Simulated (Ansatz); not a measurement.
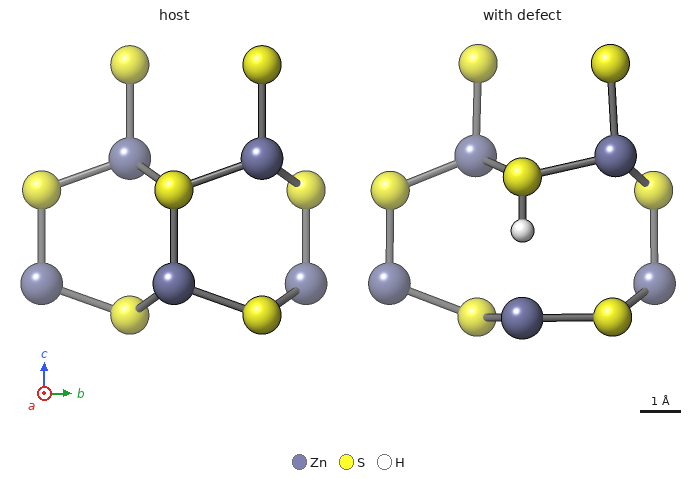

Left: perfect ZnS. Right: the same region with one point defect, after relaxing the atoms in a supercell of 36 sites. The picture is a ball-and-stick view of the atoms within 4.6 Å of one point, in a slice 4.2 Å thick across the line of sight, seen along the a axis.

Level of theory: Ansatz 0.2.0, DFT PBE, scalar-relativistic, plane waves, PAW. Set-up: plane-wave cutoff 420 eV; k-point mesh 2 × 2 × 2; occupations gaussian; smearing width 0.01 eV; mesh shifted by (0.5, 0.5, 0.5); no spin polarisation. The cell is small and the k-mesh coarse, so the numbers are rough. A uniform background neutralises the charged cell. The axes drawn are those of the host's conventional cell.

Which defect is it?

An extra hydrogen atom is put between the host's atoms (an interstitial).

The charge state of the cell is +1.

What does the relaxation do around it?

The H atom starts with 3 Zn at 2.49 Å, 6 S at 2.54 to 2.93 Å around its place and ends with 1 S at 1.35 Å. Of the host's atoms, a zinc atom moves furthest from its site, by 0.87 Å. The H atom itself moves 1.97 Å from where it was put.
